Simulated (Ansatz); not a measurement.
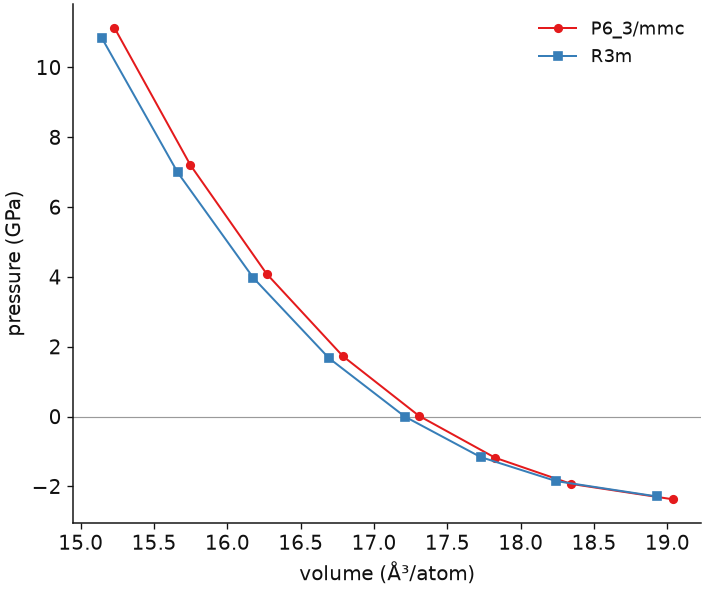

The picture above shows the pressure against volume, with one curve for each structure, for MoS₂.

Calculation (Ansatz 0.2.0): third-order Birch-Murnaghan fit to density functional energies at scaled volumes of the given relaxed cell, shape and atoms relaxed at each volume; energies count from the fitted minimum; plane waves with PAW datasets, Γ-centred k mesh. Level: PBE with D3(BJ), no spin polarisation.

- wave cutoff: 420 eV
- occupations: Gaussian
- smearing width: 0.02 eV

Settings that differ: P6_3/mmc: k mesh 12×12×4; R3m: k mesh 12×12×12.

Question: Order the curves by fitted equilibrium volume, smallest first.

Answer: R3m 17.22, P6_3/mmc 17.32 Å³/atom.

Question: Order the curves by fitted bulk modulus, smallest first.

Answer: R3m 44.7, P6_3/mmc 46.2 GPa.

Question: For P6_3/mmc: how does the pressure vary with volume?

Answer: It falls from 11.14 GPa at volume 15.229 Å³/atom to −2.37 GPa at 19.036 Å³/atom, and changes sign near 17.31 Å³/atom.

Caveats: a crossing between the sampled k points may be missed; pressure derivative unusual.
